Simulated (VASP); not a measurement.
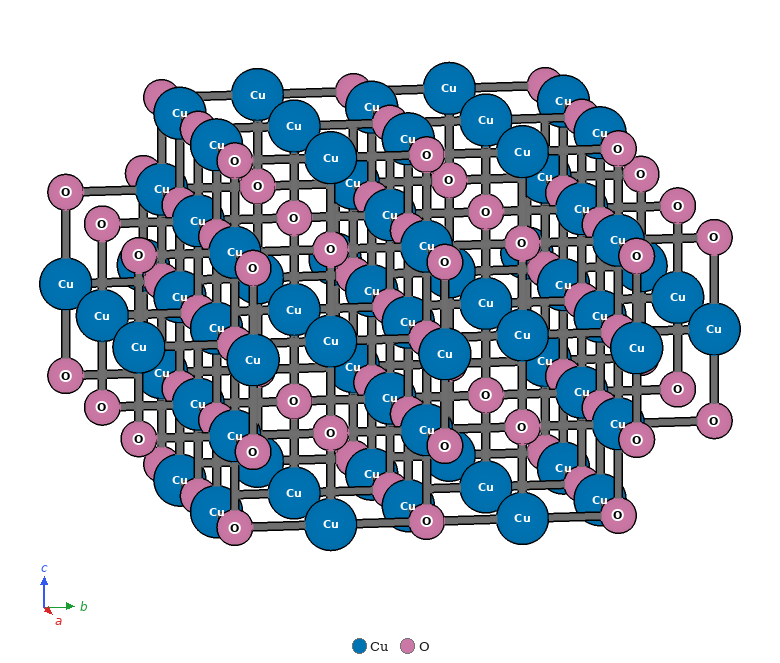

The compound is CuO (space group P4/mmm, No. 123), taken as the geometry relaxed with VASP Kohn-Sham DFT of a periodic cell, revTPSS, VASP PAW PBE potentials, recommended in VASP 6.6.1.

Bonds are taken as Cu–O below 2.3 Å. The graph is simplified in the usual way: terminal and isolated atoms are pruned, two-connected atoms become edges.

**What kind of net remains, and which atoms are its nodes?**

A binodal (4,6)-connected, three-periodic net: Cu(2e) and O(2f) are 4-connected nodes; Cu(1a) and O(1b) are 6-connected nodes, in the ratio 2:1.

**Is the net interpenetrated?**

It is a single net, without interpenetration.

**How many nodes does the smallest cycle have?**

Four.

**Give the first five terms of the coordination sequence (nodes one, two, three … edges away).**

Cu(2e) and O(2f): 4, 12, 24, 46, 72; Cu(1a) and O(1b): 6, 14, 30, 50, 78.

The simplified net, drawn on the atoms' positions. Nodes are coloured by topological kind. Edges to nodes outside the piece are drawn as stubs.

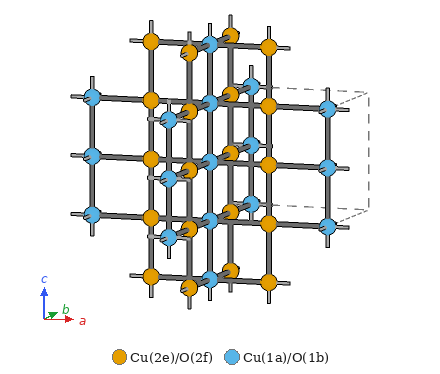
